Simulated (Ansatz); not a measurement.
# Two runs on TiCo

System: TiCo (Pm-3m, 2 atoms in the cell).
Method of run A: Kohn-Sham DFT of a periodic cell, revPBE, all-electron LAPW, scalar-relativistic, spin-polarised (Ansatz 0.2.0).

The structure derives from a Materials Project entry. Text and figures count atoms from 1; the logs count them from 0 in places.

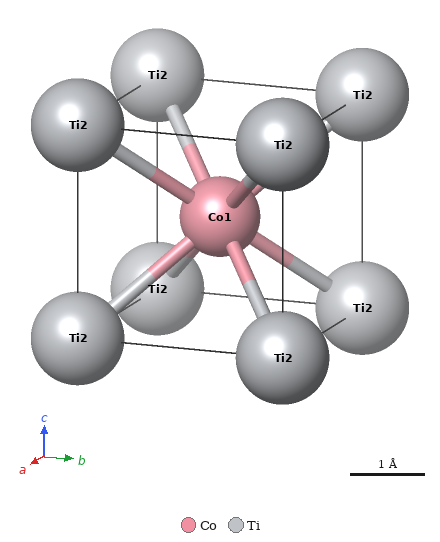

Fig. 1: The starting structure (ball-and-stick view of the cell of the calculation, seen slightly off an axis; atoms are numbered from 1 in the order of the input). An atom can appear more than once, as a periodic image.

**The input, run A**
```yaml
crystal:
  lattice:
    - [2.98611099, 0.0, 0.0]
    - [0.0, 2.98611099, 0.0]
    - [0.0, 0.0, 2.98611099]
  atoms:
    - { symbol: Co, position: [0.5, 0.5, 0.5], spin: 2.0 }
    - { symbol: Ti, position: [0.0, 0.0, 0.0], spin: 1.0 }
kpoints:
  mp_grid: { grid: [9, 9, 9] }
scf:
  occupations: { method: fermi_dirac, width: 0.05 }
hamiltonian:
  xc: revpbe
  pseudopotentials: { kind: all_electron, lapw: { basis_error: 0.001 } }
magnetization:
  spin_polarized: true
output:
  forces: true
  stress: true
relax:
  f_tol: 0.005
  max_steps: 60
  cell: {}
```

Command:
```bash
ansatz run input.yaml --threads 2 --pin off --max-ram 6144MiB --backend cpu --events-out ev --progress --plain --runs-dir out
```

Hardware: 2 threads of Arm Neoverse V1, 24 GiB of memory available, shared host.

**Output, shortened to warnings, some set-up lines, iterations and results (run A)**
```
Basis set: ecut = 297.9130318685776 eV, 305 PW (Γ), exchange–correlation at level 2
Symmetry: 48 space group operations
k-points: 35 of 729
Initial density: superposition of atomic densities (chi_scale 0.1, normalization cell)
[...]
SCF iter   1: F=—  HF=-61157.464979 eV  |F-HF|=—  |Δ(HF+E_count)|=         —  Δρ=4.16e-2 (↑4.16e-2 ↓3.73e-2)  dr2=7.11e-1  dr2_m=2.80e-1  M=1.375 μB ∫|m|=1.435 μB  β_m=0.30  …
SCF iter   2: F=—  HF=-61157.723818 eV  |F-HF|=—  |Δ(HF+E_count)|=   2.59e-1  Δρ=3.02e-2 (↑3.02e-2 ↓2.71e-2)  dr2=1.88e-1  dr2_m=1.72e-1  M=1.234 μB ∫|m|=1.350 μB  β_m=0.60  …
SCF iter   3: F=—  HF=-61158.501919 eV  |F-HF|=—  |Δ(HF+E_count)|=         —  Δρ=2.95e-2 (↑2.09e-2 ↓2.95e-2)  dr2=8.94e-1  dr2_m=4.46e-2  M=0.771 μB ∫|m|=0.933 μB  β_m=0.60  …
SCF iter   4: F=—  HF=-61158.581299 eV  |F-HF|=—  |Δ(HF+E_count)|=   7.94e-2  Δρ=4.26e-2 (↑3.76e-2 ↓4.26e-2)  dr2=2.72e0  dr2_m=5.51e-3  M=0.822 μB ∫|m|=1.135 μB  β_m=0.34  …
SCF iter   5: F=—  HF=-61158.322933 eV  |F-HF|=—  |Δ(HF+E_count)|=   2.58e-1  Δρ=8.73e-3 (↑7.66e-3 ↓8.73e-3)  dr2=7.28e-2  dr2_m=7.30e-3  M=0.851 μB ∫|m|=1.044 μB  β_m=0.44  …
[... 29 lines ...]
SCF iter   1: F=—  HF=-61158.311653 eV  |F-HF|=—  |Δ(HF+E_count)|=         —  Δρ=4.50e-7 (↑2.41e-7 ↓4.50e-7)  dr2=4.06e-11  dr2_m=2.24e-11  M=0.854 μB ∫|m|=1.166 μB  β_m=0.65 …
SCF iter   2: F=—  HF=-61158.311653 eV  |F-HF|=—  |Δ(HF+E_count)|=   3.78e-9  Δρ=3.29e-7 (↑3.29e-7 ↓3.23e-7)  dr2=9.06e-14  dr2_m=2.63e-11  M=0.854 μB ∫|m|=1.166 μB  β_m=0.65 …
SCF iter   3: F=-61158.311653 eV  HF=-61158.311653 eV  |F-HF|=1.38e-8  |Δ(HF+E_count)|=   1.29e-9  Δρ=1.92e-6 (↑8.56e-7 ↓1.92e-6)  dr2=3.50e-9  dr2_m=7.06e-11  M=0.854 μB …
SCF 4 converged in 3 iterations: F = -61158.311653 eV  dr2 = 3.50e-9
relax step   4: F+E_penalty+E_count = -61158.31165312 eV  Δ(F+E_penalty+E_count) = +3.761e-7 eV  max|allowed force component| = 2.399e-30 eV/Å  Δτ_max = 0.0000 Å  P = +0.006 …
basis re-selected at this cell: Δ(F+E_penalty+E_count) = +3.761e-7 eV, ΔP = +0.000 GPa vs the last step (what re-selecting the basis moved, after the strain that the cell walked since its last selection, with what the two solves' SCF thresholds leave and, on support functions, any second-order …
SCF converged after 3 iterations
Magnetization: 0.8540 μB (17.9270 up, 17.0730 down)
Absolute magnetization: 1.1661 μB (∫|ρ↑−ρ↓|)
Spin contamination: 0.0968 ħ² per cell (⟨S²⟩ above its minimum at these occupations)
Per-site moments (μB) at R_I (Å): [(1.005198452476117, 1.2701260803256258), (-0.0652456766756373, 1.2531012080870938)]
Free energy (F): -61158.311653 eV
Harris-Foulkes:  -61158.311653 eV  (|F-HF|=1.38e-8)
Internal energy: -61158.295118 eV  (E = F + TS)
E sigma→0 (E₀):  -61158.303385 eV
Entropy (-TS):   -0.016535 eV (-8.268 meV/atom)
Fermi energy:    16.827190 eV
--- Per-component energies (eV) ---
  E_band       = -2932.444589
  E_kinetic    = 61946.923407
  E_xc         = -2779.393800
  E_electrostatic = -120325.824725  (all electrons and nuclei)
  E_smearing   = -0.016535  (= −TS)
  E_closure    = 0.000000  (closes the sum)
  E_atoms      = -61143.240228  (free atoms, spherical and without spin; not in F)
  Σ components = -61158.311653   (vs F -61158.311653, Δ=0.00e0)
  Basis errors (estimates in eV, not in F): energy 2.3e-4 per atom: plane waves 1.8e-4 (9.6e-5 summed), levels above the bands 9.7e-30, relativity 7.8e-9, radial functions 5.0e-5, core shells 1.2e-7; eigenvalues (radial functions only) 8.0e-7; not estimated: angular momenta, meshes, grids; target …
--- Forces (eV/Å), atoms counted from 1 ---
  atom   1  Co     0.00000000    -0.00000000    -0.00000000
  atom   2  Ti    -0.00000000    -0.00000000     0.00000000
  max |Σ_I F_I| component: 5.72e-30 eV/Å
--- Stress (GPa, compression-positive) ---
        0.005513      -0.000000      -0.000000
       -0.000000       0.005513       0.000000
       -0.000000       0.000000       0.005513
  P = ⅓ Tr σ = 0.0055 GPa (0.055 kbar)
--- Relaxed structure (3 steps of the walk, 3 accepted, 1 SCFs on fresh bases) ---
  F+E_penalty+E_count = -61158.31165312 eV   max|allowed force component| = 2.399e-30 eV/Å   (the final SCF, on the basis selected at the relaxed cell)
  cell:  # Å, volume = 27.0995 Å³
[...]
```

For run B the input was changed thus:
```diff
-  xc: revpbe
+  xc: rpbe
-  f_tol: 0.005
+  f_tol: 0.01
```

What does this change do to the results?

The total energies belong to different methods, so their difference says nothing on which is more stable or more accurate. The volume per atom goes from 13.55 to 13.66 Å³. The functional changes from revPBE to RPBE.

**Output, shortened to warnings, some set-up lines, iterations and results (run B)**
```
Basis set: ecut = 298.1272490667282 eV, 305 PW (Γ), exchange–correlation at level 2
Symmetry: 48 space group operations
k-points: 35 of 729
Initial density: superposition of atomic densities (chi_scale 0.1, normalization cell)
[...]
SCF iter   1: F=—  HF=-61160.107525 eV  |F-HF|=—  |Δ(HF+E_count)|=         —  Δρ=4.17e-2 (↑4.17e-2 ↓3.72e-2)  dr2=7.18e-1  dr2_m=2.79e-1  M=1.379 μB ∫|m|=1.439 μB  β_m=0.30  …
SCF iter   2: F=—  HF=-61160.365307 eV  |F-HF|=—  |Δ(HF+E_count)|=   2.58e-1  Δρ=3.02e-2 (↑3.02e-2 ↓2.71e-2)  dr2=1.91e-1  dr2_m=1.72e-1  M=1.236 μB ∫|m|=1.353 μB  β_m=0.60  …
SCF iter   3: F=—  HF=-61161.143774 eV  |F-HF|=—  |Δ(HF+E_count)|=         —  Δρ=2.90e-2 (↑2.09e-2 ↓2.90e-2)  dr2=8.82e-1  dr2_m=4.25e-2  M=0.783 μB ∫|m|=0.949 μB  β_m=0.60  …
SCF iter   4: F=—  HF=-61161.223920 eV  |F-HF|=—  |Δ(HF+E_count)|=   8.01e-2  Δρ=4.22e-2 (↑3.71e-2 ↓4.22e-2)  dr2=2.66e0  dr2_m=5.77e-3  M=0.825 μB ∫|m|=1.150 μB  β_m=0.34  …
SCF iter   5: F=—  HF=-61160.967800 eV  |F-HF|=—  |Δ(HF+E_count)|=   2.56e-1  Δρ=8.39e-3 (↑7.63e-3 ↓8.39e-3)  dr2=6.95e-2  dr2_m=6.97e-3  M=0.860 μB ∫|m|=1.060 μB  β_m=0.44  …
[... 28 lines ...]
SCF iter   1: F=—  HF=-61160.962501 eV  |F-HF|=—  |Δ(HF+E_count)|=         —  Δρ=7.14e-7 (↑4.56e-7 ↓7.14e-7)  dr2=6.46e-11  dr2_m=7.29e-11  M=0.859 μB ∫|m|=1.211 μB  β_m=0.65 …
SCF iter   2: F=—  HF=-61160.962501 eV  |F-HF|=—  |Δ(HF+E_count)|=   8.63e-9  Δρ=5.63e-7 (↑5.63e-7 ↓5.28e-7)  dr2=2.09e-12  dr2_m=7.42e-11  M=0.859 μB ∫|m|=1.211 μB  β_m=0.65 …
SCF iter   3: F=-61160.962501 eV  HF=-61160.962501 eV  |F-HF|=3.97e-8  |Δ(HF+E_count)|=   3.97e-9  Δρ=3.20e-6 (↑1.49e-6 ↓3.20e-6)  dr2=1.02e-8  dr2_m=1.85e-10  M=0.859 μB …
SCF 4 converged in 3 iterations: F = -61160.962501 eV  dr2 = 1.02e-8
relax step   4: F+E_penalty+E_count = -61160.96250097 eV  Δ(F+E_penalty+E_count) = +8.659e-7 eV  max|allowed force component| = 7.231e-31 eV/Å  Δτ_max = 0.0000 Å  P = +0.013 …
basis re-selected at this cell: Δ(F+E_penalty+E_count) = +8.659e-7 eV, ΔP = +0.000 GPa vs the last step (what re-selecting the basis moved, after the strain that the cell walked since its last selection, with what the two solves' SCF thresholds leave and, on support functions, any second-order …
SCF converged after 3 iterations
Magnetization: 0.8592 μB (17.9296 up, 17.0704 down)
Absolute magnetization: 1.2110 μB (∫|ρ↑−ρ↓|)
Spin contamination: 0.1066 ħ² per cell (⟨S²⟩ above its minimum at these occupations)
Per-site moments (μB) at R_I (Å): [(1.030939803071412, 1.273068981889693), (-0.07885816819359626, 1.256880496963427)]
Free energy (F): -61160.962501 eV
Harris-Foulkes:  -61160.962501 eV  (|F-HF|=3.97e-8)
Internal energy: -61160.945734 eV  (E = F + TS)
E sigma→0 (E₀):  -61160.954118 eV
Entropy (-TS):   -0.016767 eV (-8.383 meV/atom)
Fermi energy:    16.698476 eV
--- Per-component energies (eV) ---
  E_band       = -2937.263898
  E_kinetic    = 61949.690392
  E_xc         = -2782.007181
  E_electrostatic = -120328.628945  (all electrons and nuclei)
  E_smearing   = -0.016767  (= −TS)
  E_closure    = 0.000000  (closes the sum)
  E_atoms      = -61146.067048  (free atoms, spherical and without spin; not in F)
  Σ components = -61160.962501   (vs F -61160.962501, Δ=0.00e0)
  Basis errors (estimates in eV, not in F): energy 2.3e-4 per atom: plane waves 1.7e-4 (9.5e-5 summed), levels above the bands 1.8e-29, relativity 1.0e-8, radial functions 5.7e-5, core shells 1.1e-7; eigenvalues (radial functions only) 7.9e-7; not estimated: angular momenta, meshes, grids; target …
--- Forces (eV/Å), atoms counted from 1 ---
  atom   1  Co     0.00000000    -0.00000000    -0.00000000
  atom   2  Ti    -0.00000000     0.00000000    -0.00000000
  max |Σ_I F_I| component: 1.45e-30 eV/Å
--- Stress (GPa, compression-positive) ---
        0.012780       0.000000       0.000000
        0.000000       0.012780       0.000000
        0.000000       0.000000       0.012780
  P = ⅓ Tr σ = 0.0128 GPa (0.128 kbar)
--- Relaxed structure (3 steps of the walk, 3 accepted, 1 SCFs on fresh bases) ---
  F+E_penalty+E_count = -61160.96250097 eV   max|allowed force component| = 7.231e-31 eV/Å   (the final SCF, on the basis selected at the relaxed cell)
  cell:  # Å, volume = 27.3167 Å³
[...]
```

**The two runs side by side**

| quantity | run A | run B |
| --- | --- | --- |
| outcome | converged | converged |
| free energy per atom (eV) | −30579.1558 | −30580.4813 |
| energy per atom, smearing taken to zero (eV) | −30579.1517 | −30580.4771 |
| net moment of the cell (μB) | 0.85 | 0.86 |
| absolute moment of the cell (μB) | 1.17 | 1.21 |
| pressure (GPa) | 0.01 | 0.01 |
| volume per atom (Å³) | 13.55 | 13.66 |
| largest force (eV/Å) | 0.000 | 0.000 |
| irreducible k-points | 35 | 35 |
| wall time (shared host) | 34 s | 34 s |
